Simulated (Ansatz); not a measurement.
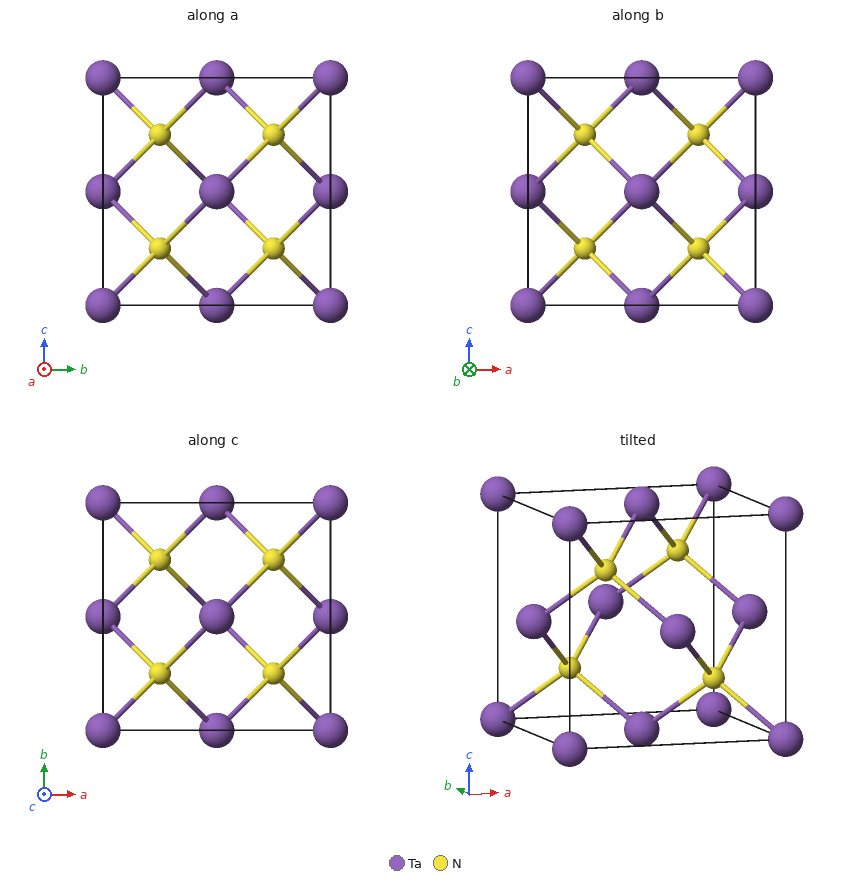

This ball-and-stick model is shown along the a axis, along the b axis, along the c axis and slightly off an axis. The frame is the conventional unit cell; atoms at its boundary are shown with their periodic copies.

Lattice parameters: a = 4.7330 Å, b = 4.7330 Å, c = 4.7330 Å, α = 90.000°, β = 90.000°, γ = 90.000°.

Question: Record the structure as a CIF with its space group and independent sites.

Answer:
```cif
data_structure
_symmetry_space_group_name_H-M 'F -4 3 m'
_symmetry_Int_Tables_number 216
_cell_length_a 4.7330
_cell_length_b 4.7330
_cell_length_c 4.7330
_cell_angle_alpha 90.000
_cell_angle_beta 90.000
_cell_angle_gamma 90.000
_cell_volume 106.03
loop_
_atom_site_label
_atom_site_type_symbol
_atom_site_symmetry_multiplicity
_atom_site_Wyckoff_symbol
_atom_site_fract_x
_atom_site_fract_y
_atom_site_fract_z
_atom_site_occupancy
Ta1 Ta 4 a 0.0000 0.0000 0.0000 1
N1 N 4 d 0.2500 0.2500 0.7500 1
```

Provenance: a structure type filled with these elements by a generator (whether the compound takes this form wasn't checked). Earlier steps of the study, as a rule a relaxation of our own, may have changed the cell and positions, so they can lie some per cent off the listed ones. It was run through Ansatz as a DFT input.
